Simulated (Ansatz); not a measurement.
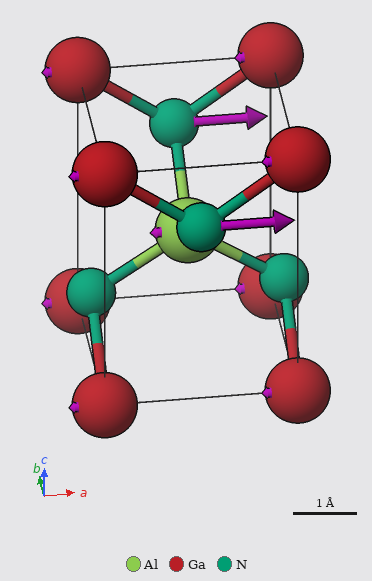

Normal modes of a crystal of AlGaN2, at the zone centre. The optical levels lie at 257 (×2), 431, 556 (×2), 610, 663 (×2), 682 cm⁻¹. One mode is drawn. The purple arrows give the relative displacements of the atoms. Style: ball-and-stick. Shown: the cell of the calculation, from a free direction.

All numbers below come from Ansatz 0.2.0, DFT LDA, scalar-relativistic, plane waves, PAW. Settings: plane-wave cutoff 420 eV; k-point mesh 8 × 8 × 6; occupations gaussian; smearing width 0.05 eV; no spin polarisation.

Frequencies are those without the non-analytic (LO–TO) term.

### To which level does it belong?

The level at 556 cm⁻¹. This is the E mode (doubly degenerate; one member of the set is drawn), optical level 3 of 6, counted from below, infrared- and Raman-active by symmetry. All motion is along a; it stretches the Ga–N bonds (1.95 Å); the kinetic energy is shared as N 87 %, Ga 8 %, Al 5 %.
